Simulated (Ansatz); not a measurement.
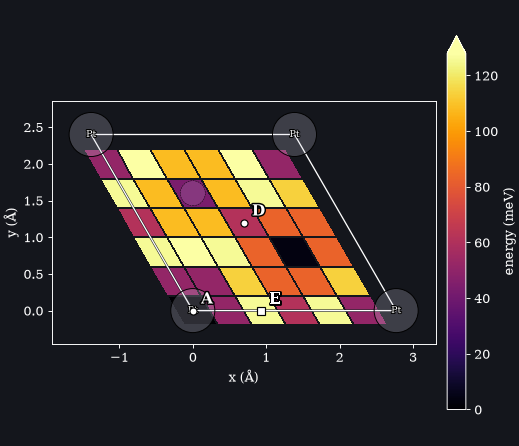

H on a Pt(111) slab cut from the Fm-3m phase, its upper half relaxed before the scan (3 atoms of substrate and one adsorbate in a 1 × 1 cell). H is moved over the surface cell; relaxed at each place: the height of the adsorbate's atoms; substrate rigid; the origin of the map has the adsorbate above Pt3. Places are given modulo a cell vector. The map is drawn in real space over the plane of the surface. The scan uses a 6 × 6 grid; 10 points were computed and 26 follow by symmetry. Energies are in meV, from the lowest grid point. With one adsorbate in each 1 × 1 cell, its nearest image is 2.8 Å away, so neighbouring adsorbates interact. Theory: DFT PBEsol, scalar-relativistic, plane waves, PAW (Ansatz). Settings: cutoff 420 eV, k-mesh 12×12×1, gaussian smearing 0.1 eV, no spin polarisation.

Drawn: one coloured cell a grid point, labelled circles for the atoms of the top layer and small ones for the second layer, the outline of one cell of the plane, one colour for all values above the top of the scale, lettered points.

Q: Rank the lettered points by energy, lowest first.

A: A (0 meV), D (61 meV), E (126 meV).
